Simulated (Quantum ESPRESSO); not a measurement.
Single-point calculation of BaTiO3 (part 2 of 2)

Continued. System: BaTiO3 (P4mm, 5 atoms in the cell). Method: Kohn-Sham DFT of a periodic cell, PBEsol, GBRV 1.5 PBEsol, no spin polarisation (Quantum ESPRESSO 7.5); cutoff 612.26 eV, 7×7×7 k-mesh, fermi-dirac of 0.05 eV. The structure derives from an entry of the Crystallography Open Database. The volume is scaled by 0.98.

Geometry of the input (Å; fractional positions):
```
3.9730  0.0000  0.0000
0.0000  3.9730  0.0000
0.0000  0.0000  3.9910
Ba 0.0000  0.0000  0.0000
Ti 0.5000  0.5000  0.4900
O  0.0000  0.5000  0.5170
O  0.5000  0.0000  0.5170
O  0.5000  0.5000  0.0190
```

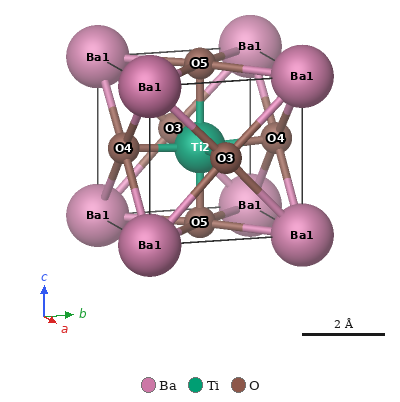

*The structure as given in the input (ball-and-stick view of the cell of the calculation, seen slightly off an axis; atoms are numbered from 1 in the order of the input).*

What the program printed, continued:
```
   -45.6466 -22.0836 -22.0068 -21.9957 -13.9328  -6.4275  -5.5207  -5.3980
     0.8374   0.9368   1.1038   6.4642   7.5030   7.7283   7.8011   8.3928
     8.7774   9.3985   9.6075   9.6306  12.8689  14.1389  14.1537  15.1011
    16.9884  17.6923  18.3437  19.1539

          k = 0.0000 0.2857 0.0000 (  2150 PWs)   bands (ev):

   -45.6470 -22.0341 -22.0299 -21.9969 -13.9930  -6.4292  -5.5909  -5.4299
     0.8347   0.8369   1.0079   7.1320   7.9371   7.9502   8.6343   8.7812
     8.8475   9.1361   9.8164   9.9218  12.6468  13.5389  13.5502  14.8025
    16.1306  16.7965  16.9297  18.9831

          k = 0.0000 0.2857 0.1422 (  2167 PWs)   bands (ev):

   -45.6468 -22.0404 -22.0333 -21.9964 -13.9740  -6.3598  -5.5887  -5.4554
     0.7637   0.8747   1.0424   7.0446   7.6958   7.9285   8.1116   8.5776
     9.0225   9.3273   9.6551   9.8728  12.9782  13.5543  13.6241  15.1228
    16.3862  17.0074  17.3020  19.3411

          k = 0.0000 0.2857 0.2844 (  2160 PWs)   bands (ev):

   -45.6465 -22.0635 -22.0319 -21.9954 -13.9304  -6.2367  -5.5873  -5.4672
     0.7097   0.9629   1.0127   6.7817   7.1598   7.5173   7.8841   8.1887
     8.9837   9.3623   9.4937  10.0540  13.5372  13.6945  13.9244  15.4012
    17.1261  17.5361  18.2512  19.2416

          k = 0.0000 0.2857 0.4266 (  2167 PWs)   bands (ev):

   -45.6463 -22.0819 -22.0307 -21.9946 -13.8948  -6.1977  -5.5269  -5.4659
     0.7386   0.9169   1.0374   6.3882   6.8163   7.2272   7.7475   8.0069
     9.1637   9.1686   9.4891  10.0855  13.5903  14.1649  14.2841  15.4706
    17.6945  18.1360  19.0475  19.3758

          k = 0.0000 0.4286 0.0000 (  2146 PWs)   bands (ev):

   -45.6467 -22.0536 -22.0291 -21.9960 -13.9449  -6.5571  -5.5757  -5.2709
     0.9008   0.9050   1.1646   6.5639   7.7003   7.7347   8.3779   8.5724
     8.6784   8.8024   9.6268   9.7360  12.6942  14.0819  14.1115  14.7939
    16.6021  17.5553  17.9965  18.8609

          k = 0.0000 0.4286 0.1422 (  2158 PWs)   bands (ev):

   -45.6466 -22.0528 -22.0394 -21.9956 -13.9291  -6.4589  -5.5627  -5.3174
     0.8473   0.9459   1.0823   6.5206   7.5735   7.6965   7.7066   8.4953
     8.7863   9.3645   9.4360   9.5898  13.0193  14.0896  14.1380  15.1332
    16.8627  17.7303  18.3603  19.1699

          k = 0.0000 0.4286 0.2844 (  2160 PWs)   bands (ev):

   -45.6462 -22.0622 -22.0511 -21.9946 -13.8931  -6.2206  -5.5527  -5.4139
     0.7507   0.9004   1.0417   6.4236   6.8710   7.1414   7.6846   8.1061
     9.0983   9.1677   9.4556  10.0935  13.6763  14.1065  14.2948  15.4818
    17.6163  18.1540  19.0779  19.3484

          k = 0.0000 0.4286 0.4266 (  2168 PWs)   bands (ev):

   -45.6460 -22.0805 -22.0497 -21.9938 -13.8638  -6.0000  -5.5737  -5.4848
     0.6967   0.7571   1.1228   6.2403   6.4366   6.7282   7.6694   7.8125
     8.8834   9.5157   9.6468  10.3325  14.1146  14.1752  14.5245  15.5779
    18.2539  18.5197  18.7425  20.4070

          k = 0.1429 0.1429 0.0000 (  2173 PWs)   bands (ev):

   -45.6472 -22.0306 -22.0092 -22.0086 -14.0277  -6.3080  -5.5925  -5.5645
     0.7159   0.7906   0.9258   7.6613   7.9775   8.1148   8.6384   8.8617
     9.3306   9.3658  10.0946  10.0990  12.7934  12.9285  13.0218  15.0768
    15.5895  16.2761  16.2881  18.6877

          k = 0.1429 0.1429 0.1422 (  2154 PWs)   bands (ev):

   -45.6470 -22.0410 -22.0086 -22.0081 -14.0062  -6.2731  -5.6058  -5.5520
     0.7127   0.7191   1.0612   7.4480   7.9122   7.9314   8.5391   8.5596
     9.1337   9.4949   9.9594   9.9865  13.0053  13.1250  13.1344  15.5848
    15.6208  16.5605  16.6117  18.6703

          k = 0.1429 0.1429 0.2844 (  2169 PWs)   bands (ev):

   -45.6467 -22.0643 -22.0074 -22.0070 -13.9569  -6.2690  -5.5503  -5.5235
     0.7038   0.7517   1.1613   6.9202   7.5219   7.7956   8.1450   8.2707
     8.9044   9.4837   9.7495   9.7911  13.1006  13.6688  13.7060  15.5748
    16.5570  17.2234  17.5092  19.0250

          k = 0.1429 0.1429 0.4266 (  2164 PWs)   bands (ev):

   -45.6465 -22.0829 -22.0065 -22.0062 -13.9166  -6.3299  -5.5004  -5.4297
     0.6947   0.9105   1.0967   6.4381   7.3079   7.6896   7.7498   8.1444
     9.0338   9.3690   9.5406   9.5727  13.1518  14.1471  14.1840  15.5620
    17.1369  17.8867  18.4234  19.4657

          k = 0.1429 0.2857 0.0000 (  2168 PWs)   bands (ev):

   -45.6468 -22.0334 -22.0294 -22.0077 -13.9732  -6.3681  -5.5698  -5.4637
     0.7576   0.8724   1.0455   7.0396   7.7230   7.9537   8.1392   8.5576
     8.8987   9.2655   9.7735   9.9219  12.8968  13.5604  13.6192  15.1414
    16.3976  17.0309  17.2759  19.2464

          k = 0.1429 0.2857 0.1422 (  2169 PWs)   bands (ev):

   -45.6467 -22.0399 -22.0326 -22.0072 -13.9550  -6.2932  -5.5648  -5.4806
     0.7095   0.7438   1.1589   6.9392   7.5614   7.8069   8.1653   8.2582
     8.7894   9.4815   9.7067   9.8370  13.1652  13.6332  13.6730  15.6015
    16.5094  17.2559  17.4907  19.0182

          k = 0.1429 0.2857 0.2844 (  2172 PWs)   bands (ev):

   -45.6464 -22.0629 -22.0313 -22.0061 -13.9135  -6.1529  -5.5650  -5.4716
     0.6259   0.6628   1.1696   6.7043   7.1727   7.4609   7.9224   8.1325
     8.5435   9.4926   9.6985   9.9819  13.6722  13.7833  13.9770  16.0153
    17.1150  17.7448  18.2341  18.9890

          k = 0.1429 0.2857 0.4266 (  2162 PWs)   bands (ev):

   -45.6461 -22.0812 -22.0302 -22.0053 -13.8796  -6.0976  -5.5081  -5.4553
     0.5610   0.7239   1.0401   6.3855   6.8818   7.2494   7.7415   8.0308
     8.6302   9.4478   9.6228  10.0544  13.7545  14.2135  14.3333  16.0686
    17.6894  18.3077  18.8873  19.1169

          k = 0.1429 0.4286 0.0000 (  2160 PWs)   bands (ev):

   -45.6465 -22.0528 -22.0287 -22.0067 -13.9284  -6.4635  -5.5548  -5.3180
     0.8379   0.9467   1.0826   6.5166   7.5978   7.7254   7.7388   8.4136
     8.7621   9.1911   9.5545   9.7108  12.9414  14.1040  14.1286  15.1324
    16.8883  17.7399  18.3484  19.1737

          k = 0.1429 0.4286 0.1422 (  2171 PWs)   bands (ev):

   -45.6464 -22.0521 -22.0389 -22.0063 -13.9130  -6.3644  -5.5388  -5.3489
     0.7024   0.8993   1.0922   6.4822   7.3883   7.6769   7.7156   8.1416
     8.8778   9.3889   9.5054   9.5920  13.2163  14.1345  14.1677  15.5814
    17.0308  17.9252  18.4296  19.4646

          k = 0.1429 0.4286 0.2844 (  2164 PWs)   bands (ev):

   -45.6461 -22.0617 -22.0504 -22.0052 -13.8779  -6.1234  -5.5217  -5.4124
     0.5753   0.7042   1.0427   6.4098   6.9642   7.1686   7.7128   8.0682
     8.5652   9.4416   9.6215  10.0571  13.7945  14.1905  14.3407  16.0816
    17.6197  18.3230  18.9200  19.0548

          k = 0.1429 0.4286 0.4266 (  2170 PWs)   bands (ev):

   -45.6458 -22.0799 -22.0492 -22.0044 -13.8494  -5.8974  -5.5414  -5.4567
     0.5468   0.5722   0.9213   6.2427   6.6754   6.8075   7.7485   7.9124
     8.3944   9.6385   9.7576  10.3330  14.2239  14.2580  14.5724  16.1791
    18.2169  18.4068  18.8627  19.6420

          k = 0.2857 0.2857 0.0000 (  2163 PWs)   bands (ev):

   -45.6465 -22.0325 -22.0313 -22.0283 -13.9278  -6.2679  -5.5368  -5.4790
     0.6989   0.9482   1.0217   6.7782   7.2838   7.4452   7.9159   8.2168
     8.7754   9.4460   9.4715  10.1110  13.4798  13.6665  13.9261  15.3952
    17.1373  17.5655  18.2305  19.2346

          k = 0.2857 0.2857 0.1422 (  2170 PWs)   bands (ev):

   -45.6463 -22.0388 -22.0316 -22.0308 -13.9116  -6.1785  -5.5134  -5.4924
     0.6171   0.6628   1.1673   6.7042   7.2719   7.4100   7.9429   8.1477
     8.4495   9.5024   9.6304  10.0493  13.6591  13.7749  13.9744  15.9835
    17.1274  17.7645  18.2217  18.9862

          k = 0.2857 0.2857 0.2844 (  2174 PWs)   bands (ev):

   -45.6460 -22.0616 -22.0303 -22.0297 -13.8748  -5.9848  -5.5105  -5.4594
     0.4349   0.4478   1.0590   6.6148   7.1880   7.2529   7.6842   8.0676
     8.0799   9.8017   9.8198  10.0059  14.0406  14.0800  14.1171  17.0631
    17.0902  18.2966  18.3022  18.7170

          k = 0.2857 0.2857 0.4266 (  2176 PWs)   bands (ev):

   -45.6457 -22.0797 -22.0292 -22.0287 -13.8449  -5.8610  -5.4872  -5.4145
     0.2903   0.4433   0.8036   6.3627   6.9934   7.2454   7.4006   8.0704
     8.1925   9.7686   9.9675  10.0813  14.1519  14.4128  14.4498  17.0380
    17.7071  18.5155  18.6329  18.7900

          k = 0.2857 0.4286 0.0000 (  2164 PWs)   bands (ev):

   -45.6462 -22.0510 -22.0307 -22.0275 -13.8906  -6.2425  -5.5189  -5.4173
     0.7325   0.8919   1.0438   6.4157   6.9244   7.1395   7.7493   8.0752
     8.9469   9.2150   9.4533  10.1594  13.5865  14.1269  14.2931  15.4284
    17.6719  18.1739  19.0821  19.3168

          k = 0.2857 0.4286 0.1422 (  2170 PWs)   bands (ev):

   -45.6460 -22.0504 -22.0378 -22.0301 -13.8762  -6.1412  -5.4940  -5.4163
     0.5629   0.7034   1.0398   6.4052   6.9997   7.1714   7.7538   8.0509
     8.5432   9.4113   9.5535  10.1304  13.7632  14.2092  14.3359  16.0114
    17.6725  18.3331  18.9485  19.0328

          k = 0.2857 0.4286 0.2844 (  2174 PWs)   bands (ev):

   -45.6457 -22.0605 -22.0490 -22.0289 -13.8433  -5.8961  -5.4521  -5.4101
     0.2986   0.4260   0.8052   6.3801   7.0638   7.2191   7.3724   8.0669
     8.1596   9.7008   9.9754  10.1258  14.1636  14.4135  14.4538  17.0026
    17.7245  18.4870  18.5939  18.8158

          k = 0.2857 0.4286 0.4266 (  2180 PWs)   bands (ev):

   -45.6455 -22.0786 -22.0479 -22.0280 -13.8166  -5.6595  -5.4632  -5.3918
     0.2033   0.2466   0.4944   6.2215   6.7142   7.2280   7.4573   8.0523
     8.1065   9.9798  10.0695  10.3455  14.4987  14.5185  14.6824  17.1945
    17.9845  18.1613  18.4340  18.7193

          k = 0.4286 0.4286 0.0000 (  2168 PWs)   bands (ev):

   -45.6459 -22.0497 -22.0496 -22.0268 -13.8598  -6.0528  -5.5120  -5.4805
     0.6833   0.7367   1.1211   6.2351   6.4915   6.7251   7.7542   7.7893
     8.8432   9.4549   9.5737  10.4101  14.1139  14.1531  14.5360  15.4680
    18.2987  18.5119  18.7745  20.4202

          k = 0.4286 0.4286 0.1422 (  2173 PWs)   bands (ev):

   -45.6458 -22.0492 -22.0490 -22.0369 -13.8462  -5.9498  -5.4800  -5.4551
     0.5405   0.5537   0.9198   6.2406   6.7269   6.8054   7.8332   7.8916
     8.3384   9.5728   9.6819  10.4127  14.2332  14.2613  14.5804  16.0583
    18.2913  18.4012  18.8948  19.6126

          k = 0.4286 0.4286 0.2844 (  2177 PWs)   bands (ev):

   -45.6454 -22.0595 -22.0479 -22.0478 -13.8151  -5.7042  -5.4050  -5.4005
     0.2059   0.2346   0.4939   6.2238   6.7324   7.2324   7.4743   8.0477
     8.0876   9.9363  10.0023  10.4247  14.5150  14.5230  14.6841  17.0733
    18.1833  18.2319  18.4085  18.5323

          k = 0.4286 0.4286 0.4266 (  2203 PWs)   bands (ev):

   -45.6452 -22.0775 -22.0469 -22.0468 -13.7900  -5.4755  -5.3755  -5.3414
     0.0008   0.0107   0.1344   6.0850   6.7154   6.7376   7.9242   8.1137
     8.1307  10.3074  10.3371  10.4337  14.7625  14.7709  14.7810  17.3457
    17.5560  17.6763  18.3519  18.5370

     the Fermi energy is    11.4561 ev

!    total energy              =    -286.73798236 Ry
     estimated scf accuracy    <          8.2E-11 Ry
     smearing contrib. (-TS)   =      -0.00000000 Ry
     internal energy E=F+TS    =    -286.73798236 Ry

     The total energy is F=E-TS. E is the sum of the following terms:
     one-electron contribution =     -70.35027371 Ry
     hartree contribution      =      59.35682865 Ry
     xc contribution           =     -67.34588604 Ry
     ewald contribution        =    -208.39865127 Ry

     convergence has been achieved in  11 iterations

     negative rho (up, down):  8.837E-02 0.000E+00

     Forces acting on atoms (cartesian axes, Ry/au):

     atom    1 type  1   force =     0.00000000    0.00000000    0.00251259
     atom    2 type  2   force =     0.00000000    0.00000000   -0.00255708
     atom    3 type  3   force =     0.00000000    0.00000000   -0.00421388
     atom    4 type  3   force =     0.00000000    0.00000000   -0.00421388
     atom    5 type  3   force =     0.00000000    0.00000000    0.00847224

     Total force =     0.010961     Total SCF correction =     0.000003

     Computing stress (Cartesian axis) and pressure

     negative rho (up, down):  8.837E-02 0.000E+00
          total   stress  (Ry/bohr**3)                   (kbar)     P=        6.91
   0.00002467   0.00000000   0.00000000            3.63        0.00        0.00
   0.00000000   0.00002467   0.00000000            0.00        3.63        0.00
   0.00000000   0.00000000   0.00009150            0.00        0.00       13.46

=------------------------------------------------------------------------------=
   JOB DONE.
=------------------------------------------------------------------------------=
```

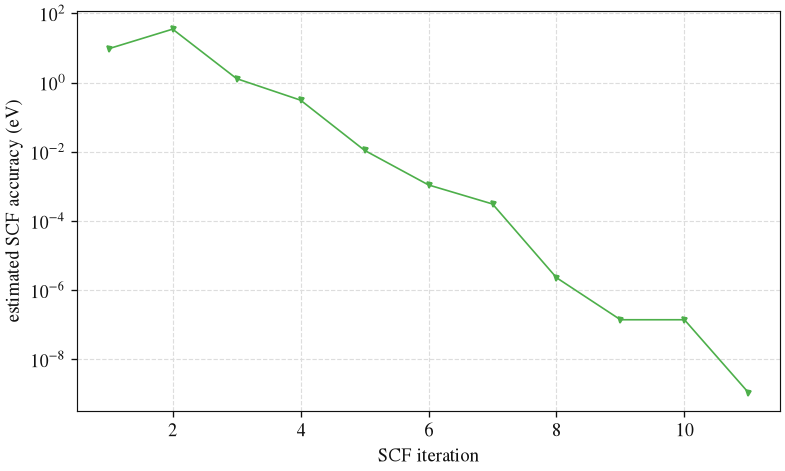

*Convergence of the self-consistent field: estimated SCF accuracy against the iteration.*

The field takes 11 iterations in all.

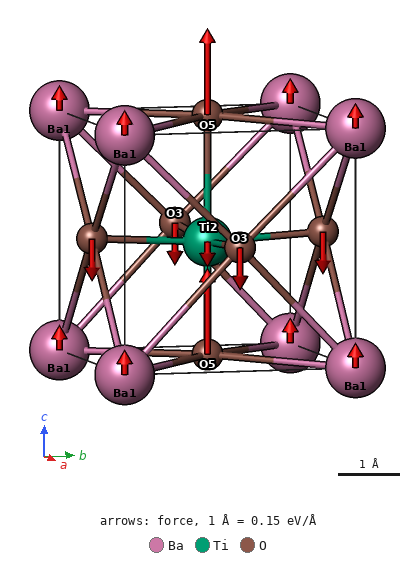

*Forces on the atoms as red arrows (ball-and-stick view of the cell of the calculation, seen slightly off an axis; atoms are numbered from 1 in the order of the input).*

The largest act on O5 (0.22 eV/Å); O3, O4 (0.11 eV/Å); Ti2 (0.07 eV/Å). The geometry is not a stationary point of this energy.
